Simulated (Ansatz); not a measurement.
HPt16Se32 (cell charge +1, with a compensating background) (cell with a defect)

HPt16Se32 (cell charge +1, with a compensating background) (cell with a defect), 49 atoms, a = 11.87 Å, b = 11.87 Å, c = 11.87 Å, α = 101.55°, β = 113.55°, γ = 113.59°.

Computed with DFT PBE, scalar-relativistic, plane waves, PAW in Ansatz.

The density is the valence pseudo-density of a PAW calculation; it isn't the true density close to the nuclei.

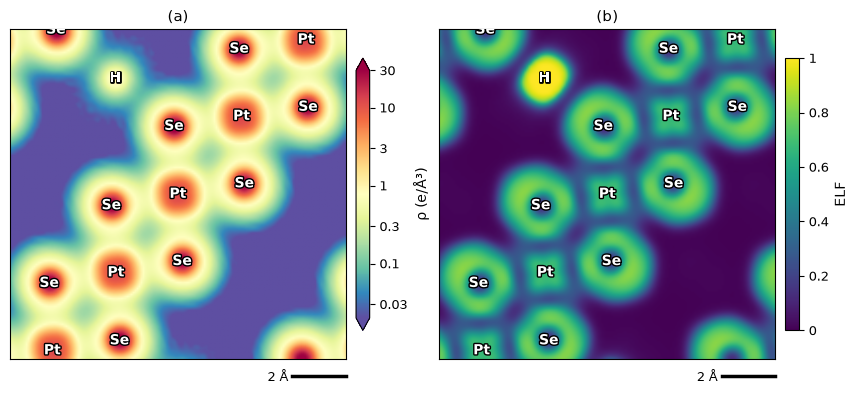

Figure 1. (a) valence electron density; (b) electron localisation function on the (100) plane of the calculation cell.

Question: Read the bonding off the picture.

Answer: The plane passes through Pt, Se and H nuclei.
Pt–Se (2.52 Å): the density is about 0.56 e/Å³ at the midpoint; the ELF is about 0.50 at the midpoint.
Se–H (2.85 Å): the density is about 0.14 e/Å³ at the midpoint; the ELF climbs to about 1 towards the hydrogen, as it does in any bond to H.
Pt–Se (2.55 Å): the density is about 0.54 e/Å³ at the midpoint; the ELF is about 0.50 at the midpoint.
The density dies away to nearly zero in the voids.
The features right at Pt lie inside the PAW spheres, where the map follows smoothed inner orbitals and isn't to be read closely.

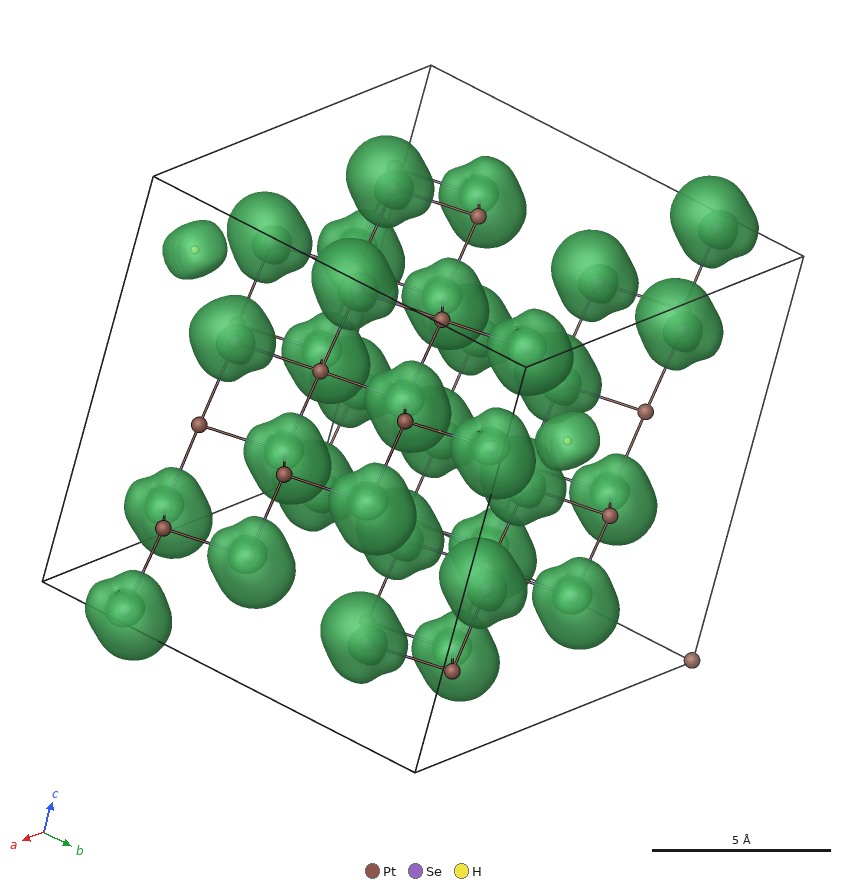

Figure 2. Isosurface of the electron localisation function at 0.65 (green), seen at an oblique angle. Only the valence region is drawn (cores and ρ < 0.01 e/Å³ removed). Sticks mark near contacts.

Question: Identify the bonds, lone pairs and shells in this picture.

Answer: The ELF exceeds this value in one region around a hydrogen nucleus and 32 regions wrapped around Se (the valence shell of each), counted in one cell of 49 atoms. Regions shared between cells count once.


Pt–Se (2.51 Å): the ELF is about 0.50 at the midpoint.
